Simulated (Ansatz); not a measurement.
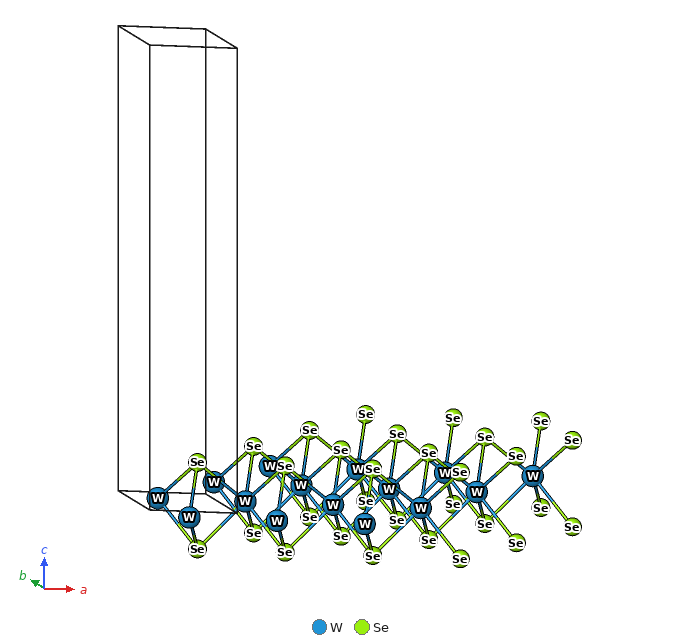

WSe2 (space group P-6m2, No. 187). Coordinates: the end point of a relaxation with Ansatz 0.2.0, DFT r2SCAN, scalar-relativistic, plane waves, PAW; the starting structure was generated, so it need not be a known form of this composition.

Bonds are taken as Se–W below 2.9 Å; no other contact counts. The graph is simplified in the usual way: terminal and isolated atoms are pruned, two-connected atoms become edges.

Question: What kind of net remains, and which atoms are its nodes?

Answer: A binodal (3,6)-connected, two-periodic (layers) net: Se is a 3-connected node; W is a 6-connected node, in the ratio 2:1.

Question: Which named net is it?

Answer: It is the net of the trigonal-prismatic layers of 2H-MoS2.

Question: How do the layers lie?

Answer: The layers lie parallel to (001).

Question: How many nodes does the smallest cycle have?

Answer: Four.

Question: Give the first five terms of the coordination sequence (nodes one, two, three … edges away).

Answer: Se: 3, 13, 9, 24, 15; W: 6, 6, 18, 12, 30.

The simplified net, drawn on the atoms' positions. Nodes are coloured by element. One layer is drawn. Short stubs are edges that leave the cut-out.

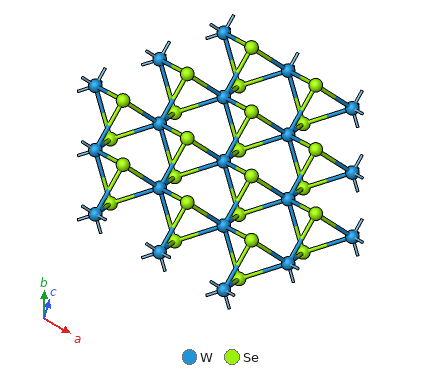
